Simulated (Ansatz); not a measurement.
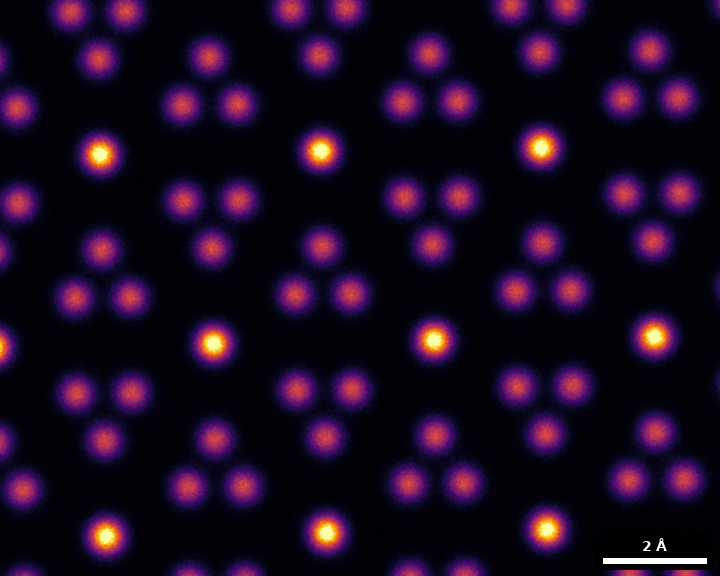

Dark-field STEM-like image of Ti (Pm-3n, No. 223). Simulated incoherent Z contrast: every atom adds Z^1.8 spread by a probe of 0.50 Å full width; channelling and multiple scattering are left out. Shot noise was added. Model: the input geometry of a calculation; the starting structure was generated, so it need not be a known form of this composition.

```yaml
crystal:
  lattice:
    - [5.25042, 0.00000, 0.00000]
    - [0.00000, 5.25042, 0.00000]
    - [0.00000, 0.00000, 5.25042]
  atoms:
    - { symbol: Ti, position: [0.00000, 0.00000, 0.00000] }
    - { symbol: Ti, position: [0.50000, 0.50000, 0.50000] }
    - { symbol: Ti, position: [0.25000, 0.00000, 0.50000] }
    - { symbol: Ti, position: [0.75000, 0.00000, 0.50000] }
    - { symbol: Ti, position: [0.50000, 0.25000, 0.00000] }
    - { symbol: Ti, position: [0.50000, 0.75000, 0.00000] }
    - { symbol: Ti, position: [0.00000, 0.50000, 0.25000] }
    - { symbol: Ti, position: [0.00000, 0.50000, 0.75000] }
```

**Which beam direction gives this image, [001], [111] or [210]? (Directions equivalent by symmetry count as one.)**

[111]. The projected cells are 5.25 × 5.25 Å, 90° for [001]; 4.29 × 4.29 Å, 120° for [111]; 2.35 × 5.25 Å, 90° for [210], and the image repeats as the [111] one does.
